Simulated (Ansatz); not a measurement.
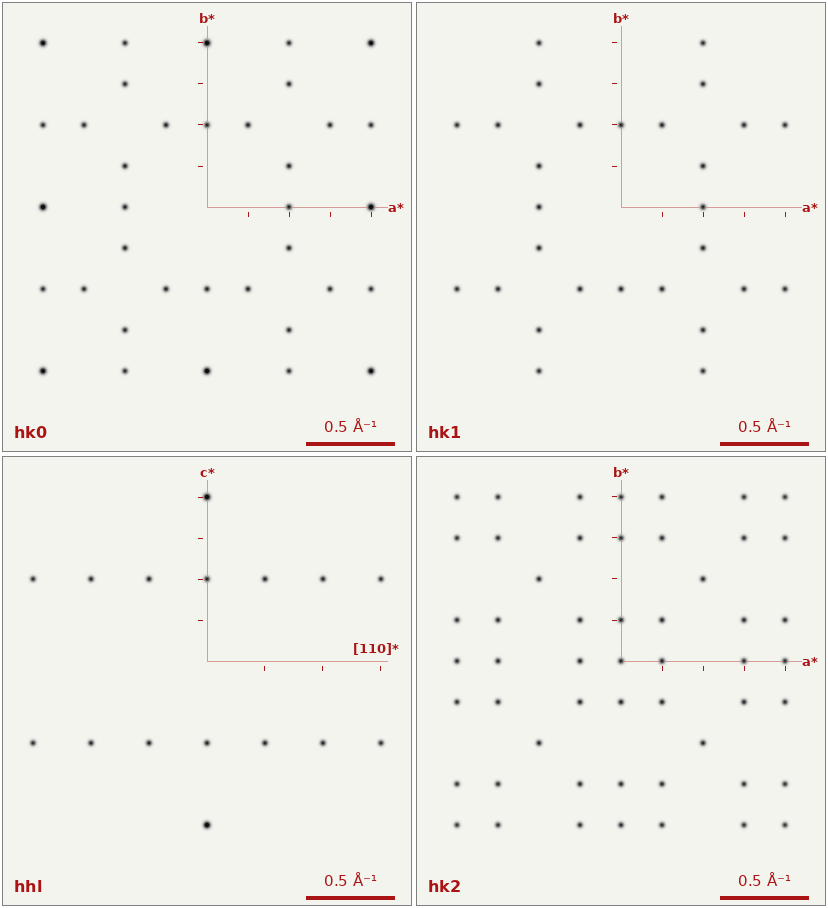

Four undistorted layers of reciprocal space, calculated for a single crystal (neutrons, kinematic |F|², B = 0.5 Å²). Tick marks count the reciprocal lattice steps of the conventional cell along each axis.

The compound is Co. Structure: the input geometry of an electronic-structure calculation (not necessarily at equilibrium); the starting structure was generated, so it need not be a known form of this composition.

Question: Read the reciprocal cell and give the direct cell.

Answer: a* = 0.233, b* = 0.233, c* = 0.233 Å⁻¹; the cell is cubic with a = 4.29 Å.

Question: List the systematic absences.

Answer: Reflections are present only under these conditions. hkl: no condition; hk0: no condition; hhl: l = 2n; h00: h = 2n. The lattice is primitive (P). Further gaps, such as 0 4 1, 4 0 1, 1 4 0, come from atoms on special positions, not from the group's general conditions. A few very weak reflections are below the display threshold.

Question: Which space groups fit?

Answer: The intensities have Laue symmetry m-3m (the hk0 layer shows 4mm, hk1 shows 4mm). With these conditions the candidates are P-43n (No. 218), Pm-3n (No. 223). Diffraction geometry alone does not choose among them; the structure has Pm-3n.
